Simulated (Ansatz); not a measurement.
## Run report: Mo$_{16}$H, molecular dynamics (part 1 of 2)

- system: Mo$_{16}$H (defect cell, 17 atoms in the cell)
- method: DFT PBE, scalar-relativistic, plane waves, PAW, no spin polarisation (Ansatz 0.2.0)

It belongs to a series of runs on one base structure; here: dynamics from the start. Figures and captions count atoms from 1; the log counts them from 0 in places.

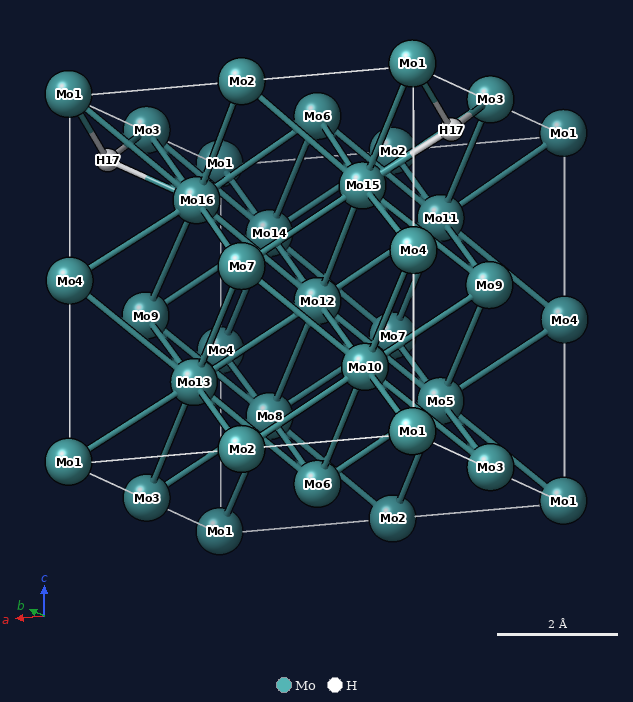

*The structure as given in the input (ball-and-stick view of the cell of the calculation, seen at an oblique angle; atoms are numbered from 1 in the order of the input). An atom can appear more than once, as a periodic image.*

**Results in brief**

| quantity | value |
| --- | --- |
| outcome | finished |
| mean temperature over the second half | 1434 K |
| trajectory | 260 steps, 195 fs |
| ensemble | nve |
| temperature in the input | 3000.0 K |
| time step | 0.75 fs |
| electrons treated | 225 |
| potential energy (free energy of the electrons) (last step) | −79309.8907 eV |
| Fermi energy (last step) | 21.103 eV |
| largest force (length of the vector) (last step) | 4.130 eV/Å |
| hardware | 2 threads of AMD EPYC (Zen 3), 24 GiB of memory available, shared host |
| wall time | 19 min (CPU time 37 min) |
| peak memory | 1 GiB |

The input asks for low accuracy. The k-point mesh is coarse for a cell of this size, so the results may not be converged. So short a trajectory is not equilibrated.

**The input**
```yaml
accuracy: low
crystal:
  lattice:
    - [6.3, 0.0, 0.0]
    - [0.0, 6.3, 0.0]
    - [0.0, 0.0, 6.3]
  atoms:
    - { symbol: Mo, position: [-0.00050129, 0.0084444, 0.00524896] }
    - { symbol: Mo, position: [0.49950684, 0.00088405, -6.578e-05] }
    - { symbol: Mo, position: [-0.00050182, 0.4913165, 0.00525616] }
    - { symbol: Mo, position: [-0.00050936, 0.00109281, 0.49906393] }
    - { symbol: Mo, position: [0.25089214, 0.24988592, 0.25186604] }
    - { symbol: Mo, position: [0.49950599, 0.49889396, -6.041e-05] }
    - { symbol: Mo, position: [0.49947389, 0.00130657, 0.4972585] }
    - { symbol: Mo, position: [0.74814734, 0.24988837, 0.25186347] }
    - { symbol: Mo, position: [-0.00050757, 0.49868607, 0.49906462] }
    - { symbol: Mo, position: [0.25073449, 0.74988987, 0.25006046] }
    - { symbol: Mo, position: [0.25044489, 0.24989256, 0.74919955] }
    - { symbol: Mo, position: [0.49947705, 0.49848, 0.49725849] }
    - { symbol: Mo, position: [0.74825095, 0.74989176, 0.25005498] }
    - { symbol: Mo, position: [0.74854292, 0.24989113, 0.74917389] }
    - { symbol: Mo, position: [0.25807407, 0.74989011, 0.74390408] }
    - { symbol: Mo, position: [0.74081369, 0.74988984, 0.74383497] }
    - { symbol: H, position: [-0.00063272, 0.74988048, 0.87440341] }
basis:
  ecutwfc: 420.0
kpoints:
  mp_grid: { grid: [2, 2, 2] }
hamiltonian:
  xc: pbe
scf:
  occupations: { method: fermi_dirac, width: 0.15 }
  lower_state_search: "off"
md:
  timestep: 0.75
  n_steps: 260
  ensemble: nve
  temperature: 3000.0
  initial_velocities: maxwell_boltzmann
  seed: 869234
```

Launched with:
```bash
ansatz run input.yaml --threads 2 --pin off --max-ram 5120MiB --backend cpu --events-out ev --progress --plain --runs-dir out
```

**Log**
```
Warning: md: disabling space-group detection — thermal motion breaks the input geometry's symmetry, so no spatial operation reduces the k-mesh or symmetrises the density; time reversal is kept, so that k and −k are solved as one point where they differ and the mesh holds both, and exact exchange and, on two spinor components, a DFT+U term hold to it where the run has them: on two components no moment then forms, and a state that bears one, which a typed moment (crystal.atoms[].spin; refused beside efield: under a hybrid functional) reaches, can lie lower, under hf by electronvolts; crystal.symmetry.detect: false (a key that needs symmetry detection or time reversal refuses this as the deck is read) with time_reversal: false beside it drops time reversal too
band count auto-derived: 139 (N_el = 225.0; filled up to band 113; 135 by the electrons, moments and atoms)
Engine: ansatz 0.2.0, x86_64-unknown-linux-gnu
Pseudopotentials: kind: paw
Pseudopotential: Mo, paw, valence charge 14, recommended cutoff 420 eV (normal), Mo.paw.azcp
Pseudopotential: H, paw, valence charge 1, recommended cutoff 420 eV (normal), H.paw.azcp
Functional definition: PBE
  parameter kappa = 0.804
  parameter beta = 0.06672455060314922
  exchange = pbe_x(kappa = kappa, mu = beta*pi^2/3)
  correlation = pbe_c(beta = beta)
Crystal: 17 atoms, lattice volume = 250.047 Å³
Basis set: ecut = 420 eV, 4945 PW (Γ), exchange–correlation on 90×90×90 points (8 copies of the dense FFT grid, shifted against one another)
Bands: 139, of which v1, the nominal top of the filled ones, is band 113 counted from 1 (112 counted from 0)
Symmetry: 1 space group operations
k-points: 8
Non-local potential: Mo, projectors of the file, l = 0: 3, l = 1: 2, l = 2: 2, l = 3: 1
Non-local potential: H, projectors of the file, l = 0: 2, l = 1: 1
PAW form: soft (Blöchl's): semilocal exchange-correlation on the pseudo side does not see the compensation charge
PAW one-centre angular grid: Mo, 590 points (default); XC on 64 Gauss nodes
PAW one-centre angular grid: H, 110 points (default); XC on 64 Gauss nodes
Initial density: superposition of atomic densities (neutral atoms: chi_scale 0, normalization atom), corrected by the library's trained network
Initial wavefunctions: pseudopotential atomic-orbital guess
Functional: x = pbe(κ = 0.804, μ = 0.2195149727645171), c = pbe(β = 0.06672455060314922)
SCF iter   1: F=—  HF=-79313.038290 eV  |F-HF|=—  |Δ(HF+E_count)|=         —  Δρ=3.45e-3  dr2=6.57e-2  ethr=1.77e-3  ⟨swp⟩=5.0  Hψ=3573  notcnv=0
preconditioner: auto → Kerker (q_TF=auto, 2.681 Å⁻¹)  [metal: Δε(μ)=0.137 eV  Ē_g=4.555 eV  σ=0.150 eV  W_gap=0.22  n_scr=80 (ndim 8)  ℏωp=23.1 eV  f_vac=0.000  D(μ)=5.87/eV (n_scr^D=32)]
SCF iter   2: F=—  HF=-79313.037884 eV  |F-HF|=—  |Δ(HF+E_count)|=   4.06e-4  Δρ=1.78e-3  dr2=1.76e-2  ethr=2.92e-5  ⟨swp⟩=1.1  Hψ=1281  notcnv=0
SCF iter   3: F=—  HF=-79313.037162 eV  |F-HF|=—  |Δ(HF+E_count)|=   7.22e-4  Δρ=2.21e-4  dr2=2.57e-4  ethr=7.82e-6  ⟨swp⟩=2.0  Hψ=1290  notcnv=0
SCF iter   4: F=—  HF=-79313.037135 eV  |F-HF|=—  |Δ(HF+E_count)|=   2.74e-5  Δρ=4.07e-5  dr2=8.96e-6  ethr=1.14e-7  ⟨swp⟩=2.0  Hψ=1509  notcnv=0
SCF iter   5: F=—  HF=-79313.036888 eV  |F-HF|=—  |Δ(HF+E_count)|=   2.47e-4  Δρ=1.15e-5  dr2=5.86e-7  ethr=3.98e-9  ⟨swp⟩=2.0  Hψ=1518  notcnv=0
SCF iter   6: F=-79313.036888 eV  HF=-79313.036888 eV  |F-HF|=3.99e-9  |Δ(HF+E_count)|=   7.68e-8  Δρ=2.64e-6  dr2=1.42e-8  ethr=7.56e-12  ⟨swp⟩=3.0  Hψ=4505  notcnv=0
SCF 1 converged in 6 iterations: F = -79313.036888 eV  dr2 = 1.42e-8
  greatest PAW one-centre occupation: 0.998 electrons in one spin orbital (limit 2), on the Mo atom at site 6 (counted from 0), in its partial waves of l = 0
md step     0: t =     0.00 fs  T =  3000.0 K  F+E_penalty+E_count = -79313.03688804 eV  E_kin = 6.204480 eV  conserved = -79306.83240809 eV  (6 SCF iters)
Initial density: handed on by an earlier stage of this run
Initial wavefunctions: those handed on with the density
iter 1 solved again at ethr=1.35e-5 eV; its pass at ethr=3.10e-3 eV (dr2=3.03e-2 eV) is discarded
SCF iter   1: F=—  HF=-79313.007969 eV  |F-HF|=—  |Δ(HF+E_count)|=         —  Δρ=3.40e-3  dr2=3.10e-2  ethr=1.35e-5  ⟨swp⟩=2.1  Hψ=4776  notcnv=0
preconditioner: auto → Kerker (q_TF=auto, 2.681 Å⁻¹)  [metal: Δε(μ)=0.106 eV  Ē_g=4.556 eV  σ=0.150 eV  W_gap=0.17  n_scr=80 (ndim 8)  ℏωp=23.1 eV  f_vac=0.000  D(μ)=5.90/eV (n_scr^D=32)]
SCF iter   2: F=—  HF=-79313.004443 eV  |F-HF|=—  |Δ(HF+E_count)|=   3.53e-3  Δρ=2.00e-3  dr2=1.04e-2  ethr=1.35e-5  ⟨swp⟩=2.0  Hψ=1120  notcnv=0
SCF iter   3: F=—  HF=-79313.002349 eV  |F-HF|=—  |Δ(HF+E_count)|=   2.09e-3  Δρ=1.80e-4  dr2=6.62e-5  ethr=4.62e-6  ⟨swp⟩=2.0  Hψ=1484  notcnv=0
SCF iter   4: F=—  HF=-79313.002350 eV  |F-HF|=—  |Δ(HF+E_count)|=   3.38e-7  Δρ=3.24e-5  dr2=2.20e-6  ethr=2.94e-8  ⟨swp⟩=2.4  Hψ=2013  notcnv=0
SCF iter   5: F=—  HF=-79313.002108 eV  |F-HF|=—  |Δ(HF+E_count)|=   2.42e-4  Δρ=5.29e-6  dr2=9.22e-8  ethr=9.78e-10  ⟨swp⟩=2.1  Hψ=1597  notcnv=0
SCF iter   6: F=-79313.002108 eV  HF=-79313.002108 eV  |F-HF|=2.02e-9  |Δ(HF+E_count)|=   1.34e-8  Δρ=1.14e-6  dr2=3.81e-9  ethr=7.56e-12  ⟨swp⟩=4.4  Hψ=3419  notcnv=0
SCF 2 converged in 6 iterations: F = -79313.002108 eV  dr2 = 3.81e-9
md step     1: t =     0.75 fs  T =  2982.5 K  F+E_penalty+E_count = -79313.00210799 eV  E_kin = 6.168193 eV  conserved = -79306.83391514 eV  (6 SCF iters)
[... from here on the SCF iterations and repeated set-up lines of each step are left out, up to the last step ...]
SCF 3 converged in 6 iterations: F = -79312.888177 eV  dr2 = 4.81e-9
md step     2: t =     1.50 fs  T =  2927.2 K  F+E_penalty+E_count = -79312.88817723 eV  E_kin = 6.053879 eV  conserved = -79306.83429819 eV  (6 SCF iters)
md step     3: t =     2.25 fs  T =  2836.7 K  F+E_penalty+E_count = -79312.69902358 eV  E_kin = 5.866762 eV  conserved = -79306.83226183 eV  (6 SCF iters)
md step     4: t =     3.00 fs  T =  2730.6 K  F+E_penalty+E_count = -79312.47487578 eV  E_kin = 5.647216 eV  conserved = -79306.82766006 eV  (6 SCF iters)
md step     5: t =     3.75 fs  T =  2643.7 K  F+E_penalty+E_count = -79312.29055688 eV  E_kin = 5.467507 eV  conserved = -79306.82305016 eV  (5 SCF iters)
md step     6: t =     4.50 fs  T =  2608.1 K  F+E_penalty+E_count = -79312.21618122 eV  E_kin = 5.393893 eV  conserved = -79306.82228817 eV  (5 SCF iters)
md step     7: t =     5.25 fs  T =  2628.9 K  F+E_penalty+E_count = -79312.26303932 eV  E_kin = 5.436922 eV  conserved = -79306.82611729 eV  (3 SCF iters)
md step     8: t =     6.00 fs  T =  2679.8 K  F+E_penalty+E_count = -79312.37351665 eV  E_kin = 5.542347 eV  conserved = -79306.83116946 eV  (4 SCF iters)
md step     9: t =     6.75 fs  T =  2724.0 K  F+E_penalty+E_count = -79312.46780131 eV  E_kin = 5.633701 eV  conserved = -79306.83409990 eV  (4 SCF iters)
md step    10: t =     7.50 fs  T =  2736.2 K  F+E_penalty+E_count = -79312.49325311 eV  E_kin = 5.658946 eV  conserved = -79306.83430752 eV  (6 SCF iters)
md step    11: t =     8.25 fs  T =  2709.6 K  F+E_penalty+E_count = -79312.43690202 eV  E_kin = 5.603944 eV  conserved = -79306.83295851 eV  (4 SCF iters)
md step    12: t =     9.00 fs  T =  2649.7 K  F+E_penalty+E_count = -79312.31118250 eV  E_kin = 5.479951 eV  conserved = -79306.83123149 eV  (4 SCF iters)
md step    13: t =     9.75 fs  T =  2566.3 K  F+E_penalty+E_count = -79312.13714251 eV  E_kin = 5.307496 eV  conserved = -79306.82964635 eV  (4 SCF iters)
md step    14: t =    10.50 fs  T =  2469.7 K  F+E_penalty+E_count = -79311.93600168 eV  E_kin = 5.107745 eV  conserved = -79306.82825643 eV  (4 SCF iters)
md step    15: t =    11.25 fs  T =  2369.4 K  F+E_penalty+E_count = -79311.72730133 eV  E_kin = 4.900248 eV  conserved = -79306.82705297 eV  (5 SCF iters)
md step    16: t =    12.00 fs  T =  2273.5 K  F+E_penalty+E_count = -79311.52821912 eV  E_kin = 4.702029 eV  conserved = -79306.82619020 eV  (4 SCF iters)
md step    17: t =    12.75 fs  T =  2188.0 K  F+E_penalty+E_count = -79311.35093920 eV  E_kin = 4.525039 eV  conserved = -79306.82589979 eV  (4 SCF iters)
md step    18: t =    13.50 fs  T =  2114.5 K  F+E_penalty+E_count = -79311.19925281 eV  E_kin = 4.373022 eV  conserved = -79306.82623073 eV  (4 SCF iters)
md step    19: t =    14.25 fs  T =  2050.6 K  F+E_penalty+E_count = -79311.06790093 eV  E_kin = 4.240976 eV  conserved = -79306.82692520 eV  (4 SCF iters)
md step    20: t =    15.00 fs  T =  1991.5 K  F+E_penalty+E_count = -79310.94623934 eV  E_kin = 4.118648 eV  conserved = -79306.82759109 eV  (6 SCF iters)
md step    21: t =    15.75 fs  T =  1932.1 K  F+E_penalty+E_count = -79310.82389106 eV  E_kin = 3.995918 eV  conserved = -79306.82797347 eV  (4 SCF iters)
md step    22: t =    16.50 fs  T =  1869.6 K  F+E_penalty+E_count = -79310.69462276 eV  E_kin = 3.866557 eV  conserved = -79306.82806597 eV  (3 SCF iters)
md step    23: t =    17.25 fs  T =  1802.9 K  F+E_penalty+E_count = -79310.55671066 eV  E_kin = 3.728670 eV  conserved = -79306.82804107 eV  (4 SCF iters)
md step    24: t =    18.00 fs  T =  1732.2 K  F+E_penalty+E_count = -79310.41068537 eV  E_kin = 3.582567 eV  conserved = -79306.82811881 eV  (4 SCF iters)
md step    25: t =    18.75 fs  T =  1657.4 K  F+E_penalty+E_count = -79310.25631456 eV  E_kin = 3.427852 eV  conserved = -79306.82846273 eV  (4 SCF iters)
md step    26: t =    19.50 fs  T =  1576.9 K  F+E_penalty+E_count = -79310.09037587 eV  E_kin = 3.261284 eV  conserved = -79306.82909154 eV  (4 SCF iters)
md step    27: t =    20.25 fs  T =  1487.7 K  F+E_penalty+E_count = -79309.90658059 eV  E_kin = 3.076814 eV  conserved = -79306.82976622 eV  (4 SCF iters)
md step    28: t =    21.00 fs  T =  1387.4 K  F+E_penalty+E_count = -79309.69922973 eV  E_kin = 2.869306 eV  conserved = -79306.82992350 eV  (4 SCF iters)
md step    29: t =    21.75 fs  T =  1277.6 K  F+E_penalty+E_count = -79309.47118552 eV  E_kin = 2.642275 eV  conserved = -79306.82891034 eV  (4 SCF iters)
md step    30: t =    22.50 fs  T =  1168.0 K  F+E_penalty+E_count = -79309.24232632 eV  E_kin = 2.415647 eV  conserved = -79306.82667946 eV  (6 SCF iters)
md step    31: t =    23.25 fs  T =  1075.5 K  F+E_penalty+E_count = -79309.04872271 eV  E_kin = 2.224327 eV  conserved = -79306.82439588 eV  (4 SCF iters)
md step    32: t =    24.00 fs  T =  1016.0 K  F+E_penalty+E_count = -79308.92503175 eV  E_kin = 2.101205 eV  conserved = -79306.82382644 eV  (4 SCF iters)
md step    33: t =    24.75 fs  T =   993.1 K  F+E_penalty+E_count = -79308.87954051 eV  E_kin = 2.053905 eV  conserved = -79306.82563525 eV  (4 SCF iters)
md step    34: t =    25.50 fs  T =   994.3 K  F+E_penalty+E_count = -79308.88500711 eV  E_kin = 2.056273 eV  conserved = -79306.82873381 eV  (4 SCF iters)
md step    35: t =    26.25 fs  T =   997.3 K  F+E_penalty+E_count = -79308.89405939 eV  E_kin = 2.062518 eV  conserved = -79306.83154100 eV  (5 SCF iters)
md step    36: t =    27.00 fs  T =   981.3 K  F+E_penalty+E_count = -79308.86272859 eV  E_kin = 2.029558 eV  conserved = -79306.83317079 eV  (4 SCF iters)
md step    37: t =    27.75 fs  T =   934.2 K  F+E_penalty+E_count = -79308.76541421 eV  E_kin = 1.932129 eV  conserved = -79306.83328475 eV  (4 SCF iters)
md step    38: t =    28.50 fs  T =   855.8 K  F+E_penalty+E_count = -79308.60156575 eV  E_kin = 1.769968 eV  conserved = -79306.83159757 eV  (5 SCF iters)
md step    39: t =    29.25 fs  T =   759.8 K  F+E_penalty+E_count = -79308.39953584 eV  E_kin = 1.571313 eV  conserved = -79306.82822303 eV  (5 SCF iters)
md step    40: t =    30.00 fs  T =   671.2 K  F+E_penalty+E_count = -79308.21262530 eV  E_kin = 1.388074 eV  conserved = -79306.82455153 eV  (6 SCF iters)
md step    41: t =    30.75 fs  T =   615.9 K  F+E_penalty+E_count = -79308.09667716 eV  E_kin = 1.273732 eV  conserved = -79306.82294534 eV  (5 SCF iters)
md step    42: t =    31.50 fs  T =   605.0 K  F+E_penalty+E_count = -79308.07570796 eV  E_kin = 1.251158 eV  conserved = -79306.82455026 eV  (4 SCF iters)
md step    43: t =    32.25 fs  T =   627.6 K  F+E_penalty+E_count = -79308.12581655 eV  E_kin = 1.297910 eV  conserved = -79306.82790694 eV  (4 SCF iters)
md step    44: t =    33.00 fs  T =   659.9 K  F+E_penalty+E_count = -79308.19545302 eV  E_kin = 1.364861 eV  conserved = -79306.83059247 eV  (4 SCF iters)
md step    45: t =    33.75 fs  T =   681.2 K  F+E_penalty+E_count = -79308.24031958 eV  E_kin = 1.408878 eV  conserved = -79306.83144130 eV  (4 SCF iters)
md step    46: t =    34.50 fs  T =   682.3 K  F+E_penalty+E_count = -79308.24197547 eV  E_kin = 1.411167 eV  conserved = -79306.83080844 eV  (4 SCF iters)
md step    47: t =    35.25 fs  T =   664.8 K  F+E_penalty+E_count = -79308.20455076 eV  E_kin = 1.374962 eV  conserved = -79306.82958894 eV  (4 SCF iters)
md step    48: t =    36.00 fs  T =   635.4 K  F+E_penalty+E_count = -79308.14246259 eV  E_kin = 1.314026 eV  conserved = -79306.82843643 eV  (4 SCF iters)
md step    49: t =    36.75 fs  T =   601.1 K  F+E_penalty+E_count = -79308.07068454 eV  E_kin = 1.243108 eV  conserved = -79306.82757633 eV  (4 SCF iters)
md step    50: t =    37.50 fs  T =   567.6 K  F+E_penalty+E_count = -79308.00092255 eV  E_kin = 1.173954 eV  conserved = -79306.82696859 eV  (6 SCF iters)
md step    51: t =    38.25 fs  T =   539.2 K  F+E_penalty+E_count = -79307.94171678 eV  E_kin = 1.115186 eV  conserved = -79306.82653104 eV  (4 SCF iters)
md step    52: t =    39.00 fs  T =   518.8 K  F+E_penalty+E_count = -79307.89931846 eV  E_kin = 1.073058 eV  conserved = -79306.82626016 eV  (5 SCF iters)
md step    53: t =    39.75 fs  T =   508.4 K  F+E_penalty+E_count = -79307.87756612 eV  E_kin = 1.051356 eV  conserved = -79306.82620980 eV  (3 SCF iters)
md step    54: t =    40.50 fs  T =   508.0 K  F+E_penalty+E_count = -79307.87702661 eV  E_kin = 1.050633 eV  conserved = -79306.82639315 eV  (3 SCF iters)
md step    55: t =    41.25 fs  T =   516.4 K  F+E_penalty+E_count = -79307.89478460 eV  E_kin = 1.068066 eV  conserved = -79306.82671879 eV  (4 SCF iters)
md step    56: t =    42.00 fs  T =   531.3 K  F+E_penalty+E_count = -79307.92579458 eV  E_kin = 1.098772 eV  conserved = -79306.82702262 eV  (3 SCF iters)
md step    57: t =    42.75 fs  T =   550.3 K  F+E_penalty+E_count = -79307.96532526 eV  E_kin = 1.138160 eV  conserved = -79306.82716552 eV  (4 SCF iters)
md step    58: t =    43.50 fs  T =   572.5 K  F+E_penalty+E_count = -79308.01107399 eV  E_kin = 1.183961 eV  conserved = -79306.82711312 eV  (3 SCF iters)
md step    59: t =    44.25 fs  T =   598.0 K  F+E_penalty+E_count = -79308.06373587 eV  E_kin = 1.236793 eV  conserved = -79306.82694275 eV  (3 SCF iters)
md step    60: t =    45.00 fs  T =   628.1 K  F+E_penalty+E_count = -79308.12583872 eV  E_kin = 1.299050 eV  conserved = -79306.82678895 eV  (6 SCF iters)
md step    61: t =    45.75 fs  T =   663.8 K  F+E_penalty+E_count = -79308.19969982 eV  E_kin = 1.372940 eV  conserved = -79306.82676012 eV  (3 SCF iters)
md step    62: t =    46.50 fs  T =   705.4 K  F+E_penalty+E_count = -79308.28577565 eV  E_kin = 1.458896 eV  conserved = -79306.82687917 eV  (3 SCF iters)
md step    63: t =    47.25 fs  T =   752.0 K  F+E_penalty+E_count = -79308.38227375 eV  E_kin = 1.555185 eV  conserved = -79306.82708870 eV  (4 SCF iters)
md step    64: t =    48.00 fs  T =   802.0 K  F+E_penalty+E_count = -79308.48598536 eV  E_kin = 1.658680 eV  conserved = -79306.82730518 eV  (4 SCF iters)
md step    65: t =    48.75 fs  T =   853.9 K  F+E_penalty+E_count = -79308.59353951 eV  E_kin = 1.766059 eV  conserved = -79306.82748013 eV  (4 SCF iters)
md step    66: t =    49.50 fs  T =   906.4 K  F+E_penalty+E_count = -79308.70217262 eV  E_kin = 1.874547 eV  conserved = -79306.82762581 eV  (3 SCF iters)
md step    67: t =    50.25 fs  T =   958.2 K  F+E_penalty+E_count = -79308.80960888 eV  E_kin = 1.981811 eV  conserved = -79306.82779824 eV  (4 SCF iters)
md step    68: t =    51.00 fs  T =  1008.3 K  F+E_penalty+E_count = -79308.91329514 eV  E_kin = 2.085241 eV  conserved = -79306.82805411 eV  (3 SCF iters)
md step    69: t =    51.75 fs  T =  1054.7 K  F+E_penalty+E_count = -79309.00961189 eV  E_kin = 2.181204 eV  conserved = -79306.82840818 eV  (4 SCF iters)
md step    70: t =    52.50 fs  T =  1095.1 K  F+E_penalty+E_count = -79309.09366701 eV  E_kin = 2.264854 eV  conserved = -79306.82881267 eV  (6 SCF iters)
md step    71: t =    53.25 fs  T =  1127.0 K  F+E_penalty+E_count = -79309.16001352 eV  E_kin = 2.330857 eV  conserved = -79306.82915654 eV  (3 SCF iters)
md step    72: t =    54.00 fs  T =  1148.4 K  F+E_penalty+E_count = -79309.20430102 eV  E_kin = 2.375014 eV  conserved = -79306.82928698 eV  (4 SCF iters)
md step    73: t =    54.75 fs  T =  1158.7 K  F+E_penalty+E_count = -79309.22552268 eV  E_kin = 2.396464 eV  conserved = -79306.82905915 eV  (4 SCF iters)
md step    74: t =    55.50 fs  T =  1160.3 K  F+E_penalty+E_count = -79309.22806274 eV  E_kin = 2.399639 eV  conserved = -79306.82842345 eV  (5 SCF iters)
md step    75: t =    56.25 fs  T =  1157.9 K  F+E_penalty+E_count = -79309.22223081 eV  E_kin = 2.394707 eV  conserved = -79306.82752332 eV  (4 SCF iters)
md step    76: t =    57.00 fs  T =  1158.1 K  F+E_penalty+E_count = -79309.22193782 eV  E_kin = 2.395228 eV  conserved = -79306.82670990 eV  (3 SCF iters)
md step    77: t =    57.75 fs  T =  1166.8 K  F+E_penalty+E_count = -79309.23943644 eV  E_kin = 2.413049 eV  conserved = -79306.82638786 eV  (4 SCF iters)
md step    78: t =    58.50 fs  T =  1185.9 K  F+E_penalty+E_count = -79309.27944318 eV  E_kin = 2.452693 eV  conserved = -79306.82675048 eV  (4 SCF iters)
md step    79: t =    59.25 fs  T =  1213.0 K  F+E_penalty+E_count = -79309.33639490 eV  E_kin = 2.508766 eV  conserved = -79306.82762892 eV  (4 SCF iters)
md step    80: t =    60.00 fs  T =  1241.9 K  F+E_penalty+E_count = -79309.39696366 eV  E_kin = 2.568364 eV  conserved = -79306.82859929 eV  (6 SCF iters)
```
